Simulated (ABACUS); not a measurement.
**GaN: band-structure run (part 2 of 2)**

GaN (P6₃mc, 4 atoms in the cell); Kohn-Sham DFT of a periodic cell, PBE, spin-orbit coupling, PseudoDojo NC FR 0.4 PBE standard, no spin polarisation (ABACUS 3.10.1); cutoff 1360.57 eV, fermi-dirac of 0.05 eV. The structure derives from an entry of the Crystallography Open Database. It belongs to a series of runs on one base structure; here: bands on the converged density.

Geometry of the input (Å; fractional positions):
```
3.1800  0.0000  0.0000
-1.5900  2.7540  0.0000
0.0000  0.0000  5.1660
Ga 0.6667  0.3333  0.5000
Ga 0.3333  0.6667  0.0000
N  0.6667  0.3333  0.8750
N  0.3333  0.6667  0.3750
```

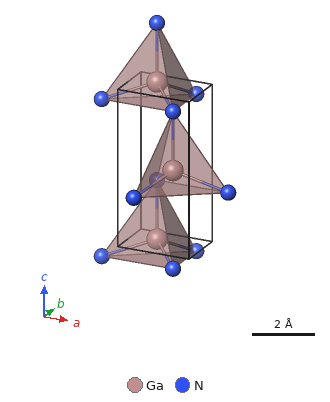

**Figure 1.** The structure (polyhedral view of the cell of the calculation, seen slightly off an axis; polyhedra are completed across the faces of the cell). An atom can appear more than once, as a periodic image.

**The program's output, continued**
```
 STATE ENERGY(eV) AND OCCUPATIONS    NSPIN == 4
 1/93 kpoint (Cartesian) = 0.0000 0.0000 0.0000 (1295 pws)
       1       -5.18278      0.0107527
       2       -5.18278      0.0107527
       3       -4.38357      0.0107527
       4       -4.38357      0.0107527
       5       -3.07444      0.0107527
       6       -3.07444      0.0107527
       7       -3.06583      0.0107527
       8       -3.06583      0.0107527
       9       -3.02882      0.0107527
      10       -3.02882      0.0107527
      11       -2.69712      0.0107527
      12       -2.69712      0.0107527
      13       -2.67763      0.0107527
      14       -2.67763      0.0107527
      15       -2.56873      0.0107527
      16       -2.56873      0.0107527
      17       -2.52158      0.0107527
      18       -2.52158      0.0107527
      19       -2.50179      0.0107527
      20       -2.50179      0.0107527
      21       -2.37374      0.0107527
      22       -2.37374      0.0107527
      23       -1.13679      0.0107527
      24       -1.13679      0.0107527
      25        3.66874      0.0107527
      26        3.66874      0.0107527
      27        9.76951      0.0107527
      28        9.76951      0.0107527
      29        9.79649      0.0107527
      30        9.79649      0.0107527
      31        10.8348      0.0107527
      32        10.8348      0.0107527
      33        10.8517      0.0107527
      34        10.8517      0.0107527
      35        10.8554      0.0107527
      36        10.8554      0.0107527
      37        13.2076    9.74837e-12
      38        13.2076    9.74837e-12
      39        15.4531    3.05695e-31
      40        15.4531    3.05695e-31
      41        20.4626    9.40286e-75
      42        20.4626    9.40286e-75
      43        20.6393    2.74305e-76
      44        20.6393    2.74305e-76
      45        20.8568    3.54284e-78
      46        20.8568    3.54284e-78
      47        21.8132    1.74696e-86
      48        21.8132    1.74696e-86
      49        22.6571        0.00000
      50        22.6571        0.00000
      51        22.8548        0.00000
      52        22.8548        0.00000
      53        26.6654        0.00000
      54        26.6654        0.00000
      55        26.6860        0.00000
      56        26.6860        0.00000

 2/93 kpoint (Cartesian) = 0.015723 0.0090778 0.0000 (1295 pws)
       1       -5.19327      0.0107527
       2       -5.19302      0.0107527
       3       -4.38962      0.0107527
       4       -4.37024      0.0107527
       5       -3.07269      0.0107527
       6       -3.06992      0.0107527
       7       -3.06396      0.0107527
       8       -3.05902      0.0107527
       9       -3.02448      0.0107527
      10       -3.02441      0.0107527
      11       -2.70829      0.0107527
      12       -2.69503      0.0107527
      13       -2.68942      0.0107527
      14       -2.64786      0.0107527
      15       -2.57115      0.0107527
      16       -2.56627      0.0107527
      17       -2.52253      0.0107527
      18       -2.51866      0.0107527
      19       -2.50049      0.0107527
      20       -2.50029      0.0107527
      21       -2.37580      0.0107527
      22       -2.37543      0.0107527
      23       -1.13727      0.0107527
      24       -1.10383      0.0107527
      25        3.70197      0.0107527
      26        3.70471      0.0107527
      27        9.57841      0.0107527
      28        9.58964      0.0107527
      29        9.72820      0.0107527
      30        9.72934      0.0107527
      31        10.5933      0.0107527
      32        10.5999      0.0107527
      33        10.8075      0.0107527
      34        10.8164      0.0107527
      35        10.8283      0.0107527
      36        10.8306      0.0107527
      37        13.4284    1.17826e-13
      38        13.4303    1.13369e-13
      39        15.6183    1.12266e-32
      40        15.6280    9.24846e-33
      41        20.3586    7.51743e-74
      42        20.3661    6.47855e-74
      43        20.5222    2.85617e-75
      44        20.5406    1.97317e-75
      45        20.8513    3.95321e-78
      46        20.8568    3.54139e-78
      47        21.8424    9.72387e-87
      48        21.8599    6.85622e-87
      49        22.5920        0.00000
      50        22.5982        0.00000
      51        22.8577        0.00000
      52        22.8590        0.00000
      53        25.8127        0.00000
      54        25.8300        0.00000
      55        26.5131        0.00000
      56        26.5215        0.00000

 3/93 kpoint (Cartesian) = 0.031447 0.018156 0.0000 (1285 pws)
       1       -5.14754      0.0107527
       2       -5.14665      0.0107527
       3       -4.38654      0.0107527
       4       -4.34930      0.0107527
       5       -3.07249      0.0107527
       6       -3.05845      0.0107527
       7       -3.04790      0.0107527
       8       -3.04254      0.0107527
       9       -3.01104      0.0107527
      10       -3.01082      0.0107527
      11       -2.73864      0.0107527
      12       -2.68247      0.0107527
      13       -2.67319      0.0107527
      14       -2.61933      0.0107527
      15       -2.57183      0.0107527
      16       -2.56482      0.0107527
      17       -2.52137      0.0107527
      18       -2.51363      0.0107527
      19       -2.49620      0.0107527
      20       -2.49501      0.0107527
      21       -2.38182      0.0107527
      22       -2.37917      0.0107527
      23       -1.10236      0.0107527
      24       -1.04030      0.0107527
      25        3.80507      0.0107527
      26        3.81067      0.0107527
      27        9.05161      0.0107527
      28        9.06935      0.0107527
      29        9.57252      0.0107527
      30        9.57360      0.0107527
      31        10.0259      0.0107527
      32        10.0354      0.0107527
      33        10.7195      0.0107527
      34        10.7339      0.0107527
      35        10.7564      0.0107527
      36        10.7607      0.0107527
      37        13.9164    6.79639e-18
      38        13.9212    6.18011e-18
      39        16.0418    2.35407e-36
      40        16.0567    1.74669e-36
      41        19.9431    3.05560e-70
      42        19.9623    2.08375e-70
      43        20.2589    5.52682e-73
      44        20.2794    3.66482e-73
      45        21.0138    1.53253e-79
      46        21.0215    1.31460e-79
      47        21.8538    7.74265e-87
      48        21.8934    3.50790e-87
      49        22.3994        0.00000
      50        22.4112        0.00000
      51        22.9949        0.00000
      52        22.9973        0.00000
      53        24.9654        0.00000
      54        24.9986        0.00000
      55        26.2254        0.00000
      56        26.2378        0.00000

 4/93 kpoint (Cartesian) = 0.047170 0.027234 0.0000 (1282 pws)
       1       -5.04662      0.0107527
       2       -5.04416      0.0107527
       3       -4.37447      0.0107527
       4       -4.32208      0.0107527
       5       -3.07068      0.0107527
       6       -3.04614      0.0107527
       7       -3.03119      0.0107527
       8       -3.00298      0.0107527
       9       -2.98646      0.0107527
      10       -2.98531      0.0107527
      11       -2.76711      0.0107527
      12       -2.66040      0.0107527
      13       -2.64943      0.0107527
      14       -2.59156      0.0107527
      15       -2.56794      0.0107527
      16       -2.56443      0.0107527
      17       -2.51803      0.0107527
      18       -2.50644      0.0107527
      19       -2.48567      0.0107527
      20       -2.48382      0.0107527
      21       -2.38988      0.0107527
      22       -2.38248      0.0107527
      23       -1.03192      0.0107527
      24      -0.949329      0.0107527
      25        3.97623      0.0107527
      26        3.98480      0.0107527
      27        8.33579      0.0107527
      28        8.35717      0.0107527
      29        9.34192      0.0107527
      30        9.34551      0.0107527
      31        9.35673      0.0107527
      32        9.36410      0.0107527
      33        10.5714      0.0107527
      34        10.5918      0.0107527
      35        10.6427      0.0107527
      36        10.6482      0.0107527
      37        14.4643    1.18557e-22
      38        14.4727    1.00165e-22
      39        16.5375    1.16487e-40
      40        16.5519    8.73185e-41
      41        19.3809    2.33806e-65
      42        19.3966    1.70661e-65
      43        19.9701    1.78354e-70
      44        19.9989    1.00157e-70
      45        21.2570    1.18194e-81
      46        21.2685    9.40016e-82
      47        21.5963    1.33519e-84
      48        21.6542    4.19944e-85
      49        22.4648        0.00000
      50        22.4873        0.00000
      51        23.2179        0.00000
      52        23.2208        0.00000
      53        24.2682        0.00000
      54        24.3230        0.00000
      55        26.0838        0.00000
      56        26.0970        0.00000

 5/93 kpoint (Cartesian) = 0.062893 0.036311 0.0000 (1280 pws)
       1       -4.91566      0.0107527
       2       -4.91017      0.0107527
       3       -4.35684      0.0107527
       4       -4.29320      0.0107527
       5       -3.06723      0.0107527
       6       -3.03653      0.0107527
       7       -3.01144      0.0107527
       8       -2.96543      0.0107527
       9       -2.94883      0.0107527
      10       -2.92535      0.0107527
      11       -2.79201      0.0107527
      12       -2.63614      0.0107527
      13       -2.61932      0.0107527
      14       -2.57094      0.0107527
      15       -2.56385      0.0107527
      16       -2.54677      0.0107527
      17       -2.51257      0.0107527
      18       -2.49793      0.0107527
      19       -2.46147      0.0107527
      20       -2.46114      0.0107527
      21       -2.39380      0.0107527
      22       -2.38233      0.0107527
      23      -0.931401      0.0107527
      24      -0.837325      0.0107527
      25        4.20714      0.0107527
      26        4.21845      0.0107527
      27        7.54954      0.0107527
      28        7.57321      0.0107527
      29        8.64774      0.0107527
      30        8.66241      0.0107527
      31        9.08169      0.0107527
      32        9.08366      0.0107527
      33        10.3607      0.0107527
      34        10.3868      0.0107527
      35        10.4977      0.0107527
      36        10.5039      0.0107527
      37        14.9889    3.29031e-27
      38        15.0024    2.51250e-27
      39        16.8853    1.10970e-43
      40        16.8938    9.35152e-44
      41        18.8945    3.91753e-61
      42        18.8978    3.67316e-61
      43        19.6646    8.02137e-68
      44        19.7005    3.91601e-68
      45        21.2842    6.86648e-82
      46        21.3614    1.46700e-82
      47        21.4988    9.38284e-84
      48        21.5052    8.25875e-84
      49        22.6389        0.00000
      50        22.6681        0.00000
      51        23.4849        0.00000
      52        23.4880        0.00000
      53        23.8531        0.00000
      54        23.9200        0.00000
      55        26.2394        0.00000
      56        26.2518        0.00000

 6/93 kpoint (Cartesian) = 0.078616 0.045389 0.0000 (1278 pws)
       1       -4.77689      0.0107527
       2       -4.76666      0.0107527
       3       -4.33743      0.0107527
       4       -4.26763      0.0107527
       5       -3.06283      0.0107527
       6       -3.02998      0.0107527
       7       -2.99241      0.0107527
       8       -2.93273      0.0107527
       9       -2.90229      0.0107527
      10       -2.83946      0.0107527
      11       -2.80783      0.0107527
      12       -2.62077      0.0107527
      13       -2.58767      0.0107527
      14       -2.55966      0.0107527
      15       -2.55905      0.0107527
      16       -2.51894      0.0107527
      17       -2.49467      0.0107527
      18       -2.48969      0.0107527
      19       -2.43141      0.0107527
      20       -2.41727      0.0107527
      21       -2.37026      0.0107527
      22       -2.35335      0.0107527
      23      -0.812623      0.0107527
      24      -0.715081      0.0107527
      25        4.47795      0.0107527
      26        4.49087      0.0107527
      27        6.78209      0.0107527
      28        6.80804      0.0107527
      29        7.95227      0.0107527
      30        7.96789      0.0107527
      31        8.80897      0.0107527
      32        8.81115      0.0107527
      33        10.0866      0.0107527
      34        10.1175      0.0107527
      35        10.3376      0.0107527
      36        10.3439      0.0107527
      37        15.4498    3.26584e-31
      38        15.4707    2.14664e-31
      39        16.9371    3.93451e-44
      40        16.9406    3.67243e-44
      41        18.4553    2.56112e-57
      42        18.4636    2.16792e-57
      43        19.5055    1.93225e-66
      44        19.5413    9.45702e-67
      45        21.1748    6.12049e-81
      46        21.2585    1.14881e-81
      47        21.5869    1.61348e-84
      48        21.5902    1.50943e-84
      49        22.6958        0.00000
      50        22.7065        0.00000
      51        23.8029        0.00000
      52        23.8228        0.00000
      53        23.8613        0.00000
      54        23.8907        0.00000
      55        26.7149        0.00000
      56        26.7260        0.00000

[... levels at 87 further k points ...]

 --------------------------------------------
 !FINAL_ETOT_IS -4725.796862272960 eV
 --------------------------------------------

 Output bands in file: OUT.GaN/BANDS_1.dat
```

**Standard output**
```
ABACUS v3.10.1

               Atomic-orbital Based Ab-initio Computation at UStc

%%%%%%%%%%%%%%%%%%%%%%%%%%%%%%%%%%%%%%%%%%%%%%%%%%%%%%%%%%%%%%%%%%%%%%%%%%%%%%%%%%%%%%%%%%%%%%%%%%%%%%%%%
 Warning: the number of valence electrons in pseudopotential > 3 for Ga: [Ar] 3d10 4s2 4p1
 Pseudopotentials with additional electrons can yield (more) accurate outcomes, but may be less efficient.
 If you're confident that your chosen pseudopotential is appropriate, you can safely ignore this warning.
%%%%%%%%%%%%%%%%%%%%%%%%%%%%%%%%%%%%%%%%%%%%%%%%%%%%%%%%%%%%%%%%%%%%%%%%%%%%%%%%%%%%%%%%%%%%%%%%%%%%%%%%%

 UNIFORM GRID DIM        : 40 * 40 * 64
 UNIFORM GRID DIM(BIG)   : 8 * 8 * 16
 ---------------------------------------------------------
 ---------------------------------------------------------
 SPIN    KPOINTS         PROCESSORS  THREADS     NBASE
 4       93              4           4           124
 ---------------------------------------------------------
 Use Systematically Improvable Atomic bases
 ---------------------------------------------------------
 ELEMENT ORBITALS        NBASE       NATOM       XC
 Ga      2s2p2d-8au      18          2
 N       2s2p1d-6au      13          2
 ---------------------------------------------------------
 Initial plane wave basis and FFT box
 ---------------------------------------------------------
 -------------------------------------------
 NONSELF-CONSISTENT :
 -------------------------------------------
 START CHARGE      : file
 ITER     TMAGX      TMAGY      TMAGZ       AMAG        ETOT/eV          EDIFF/eV         DRHO     TIME/s
 GE1     -1.93e-14  -3.53e-14  -4.06e-13   1.23e-12  -4.72579686e+03   0.00000000e+00   0.0000e+00   1.48
```

**Key numbers**

```csv
quantity,value
outcome,converged
space group (tolerance 0.01 Å),P6₃mc (186)
electrons treated,36
gap on the band path,2.35 eV
wall time,2 s (CPU time 7.7 s)
peak memory,0.52 GiB
```

**Remarks**

Points of doubt noted for this run: home made orbitals.
